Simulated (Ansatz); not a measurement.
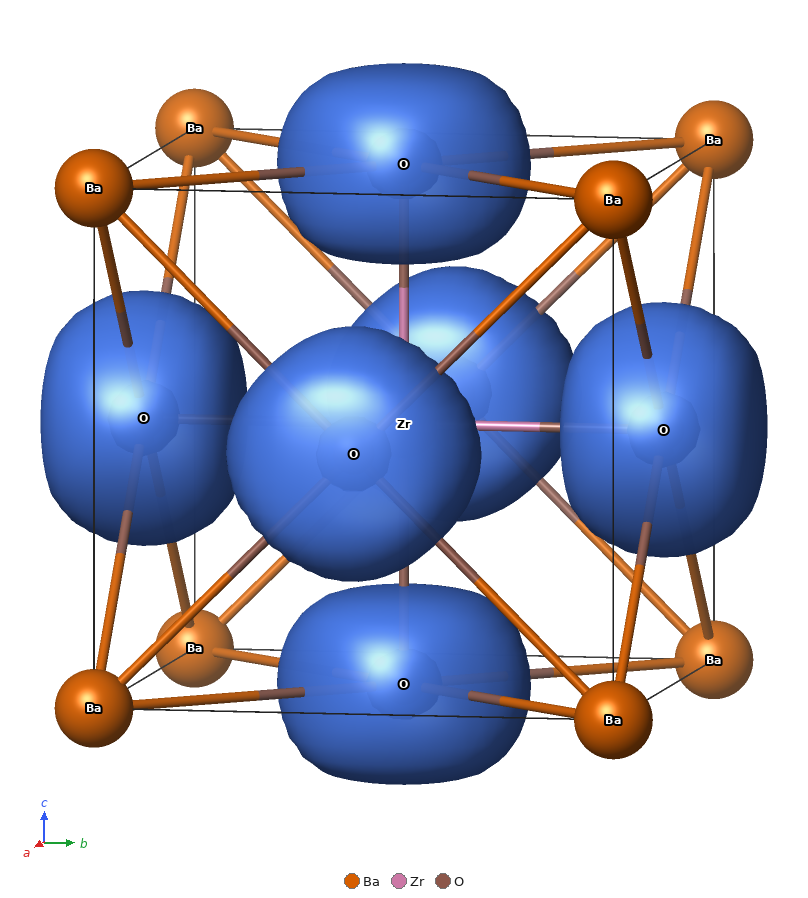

The picture shows: BaZrO3. Isosurface of the electron localisation function at 0.6 (blue), seen slightly off an axis. Core shells and regions of very low density are left out. Sticks mark near contacts.

Space group P4/mmm; started from the cubic perovskite prototype, which need not be the ambient phase; changed on purpose from its base cell (uniaxial z strain -1.0%); computed pressure about 4 GPa in this cell.

Method: DFT, PBE, plane waves, PAW (Ansatz).

### What do the ELF domains correspond to?

At this value the surface marks out three regions wrapped around O (the valence shell of each), counted in one cell of 5 atoms. Any copies at cell faces, edges or corners count once. Along the contacts the grid gives the following. Zr–O (2.08 Å): the ELF peaks at about 0.85 in the valence shell of O, 0.6 Å from its nucleus, and drops to about 0.20 between the two atoms; no shared electron pair shows on this line. Ba–O (2.96 Å): the ELF is about 0.10 at the midpoint; a largely ionic contact.
